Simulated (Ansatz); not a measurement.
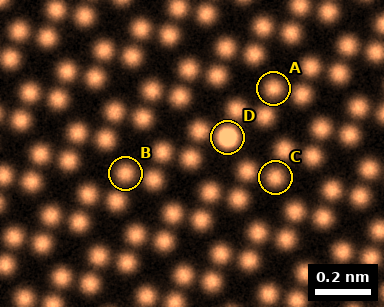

HAADF-like image of Co (P6_3/mmc, No. 194) along [201]. The image is simulated as a sum over atoms of Z^1.8, blurred by a 0.53 Å probe (no channelling). The probe carries 15 % of its weight in a tail 2.5 times as wide. The display is stretched by a gamma of 0.8; percentages refer to the linear signal. Shot noise was added.

The sample is 1 repeat (6.4 Å) thick. One point defect was put into the perfect crystal, without relaxing the atoms around it. Brightness is counted from the darkest point of the image. Host structure: coordinates from a relaxation with DFT r2SCAN, scalar-relativistic, plane waves, PAW in Ansatz; the starting structure was generated, so it need not be a known form of this composition.

Which ringed column holds the defect, and does it scatter more or less than its equals?

D; it scatters more. The column holds 1 atom (Co) through the sample, and one Co atom is replaced by Rh, so its peak rises to about 250 % of that of its equals.
